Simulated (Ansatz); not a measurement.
## Electronic structure of GaAs$_{4}$ in real space

Input file:

```
crystal:
  lattice:
    - [-2.4839069477, 2.4839069477, 4.7428514048]
    - [2.4839069477, -2.4839069477, 4.7428514048]
    - [2.4839069477, 2.4839069477, -4.7428514048]
  atoms:
    - { symbol: Ga, position: [0.0, 0.0, 0.0] }
    - { symbol: As, position: [0.75, 0.25, 0.5] }
    - { symbol: As, position: [0.25, 0.75, 0.5] }
    - { symbol: As, position: [0.3478154983, 0.3478154983, 0.0] }
    - { symbol: As, position: [0.6521845017, 0.6521845017, 0.0] }
basis:
  ecutwfc: 420
kpoints:
  mp_grid: { grid: [10, 10, 10] }
hamiltonian:
  xc: pbe
scf:
  occupations: { method: gaussian, width: 0.1 }
output:
  forces: true
  stress: true
  eigenvalues: true
  write_density: true
  write_potential: true
  elf: true
  volumetric_format: npy
relax:
  adjacent_minimum: "off"
  f_tol: 0.01
  max_steps: 80
  cell: { stress_tol: 0.05 }
```

Command:

```sh
ansatz run input.yaml --threads 1 --pin off --max-ram 2560MiB --backend cpu --events-out ev --progress --plain --runs-dir out
```

Below, planes, directions and counts refer to the conventional cell (a = 5.11 Å, b = 5.11 Å, c = 8.63 Å, α = 90.00°, β = 90.00°, γ = 90.00°).

The fields are those of the run's last geometry, not of the input's.

Space group I4/mmm; a structure generated by program, which may or may not match a known phase; computed without spin polarisation.

Method: DFT PBE, scalar-relativistic, plane waves, PAW in Ansatz 0.2.0.

Core electrons are frozen (PAW), and the valence fields are smoothed inside the atomic spheres.

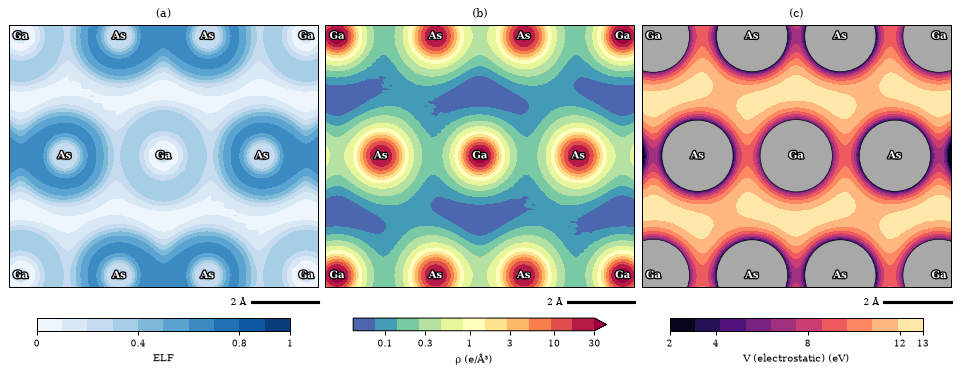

Figure 1. (a) ELF; (b) valence electron density; (c) electrostatic potential (local pseudopotential plus Hartree) felt by an electron on the (11̄0) plane of the conventional cell. Grey discs cover the atomic cores in the potential map.

**Read the bonding off the picture.**

- The section cuts through Ga and As sites.
- As–As (2.66 Å): ρ at the midpoint is about 0.39 e/Å³; the ELF peaks at about 0.70 between the atoms.
- Ga–As (2.98 Å): the density is about 0.18 e/Å³ at the midpoint; the ELF is about 0.30 at the midpoint.
- Between the atoms the lowest density in this plane is 0.04 e/Å³.
- The features right at Ga lie inside the PAW spheres, where the map follows smoothed inner orbitals and isn't to be read closely.
- Outside the cores the potential energy rises away from the atoms and is highest about 2.0 Å from the nearest atoms; its zero is arbitrary.

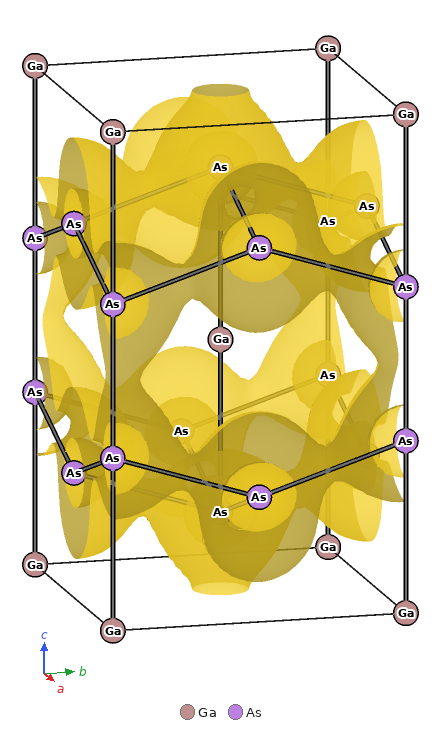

Figure 2. Isosurface of the ELF at 0.55 (yellow), seen slightly off an axis. Core shells and regions of very low density are left out. Sticks mark near contacts.

**Describe the localisation domains.**

The surface consists of one network that runs through the whole crystal, counted in one cell of 10 atoms. Regions shared between cells count once.

**Does the calculation make it a metal, or give it a gap?**

It is metallic or semimetallic at this level of theory: no gap opens.
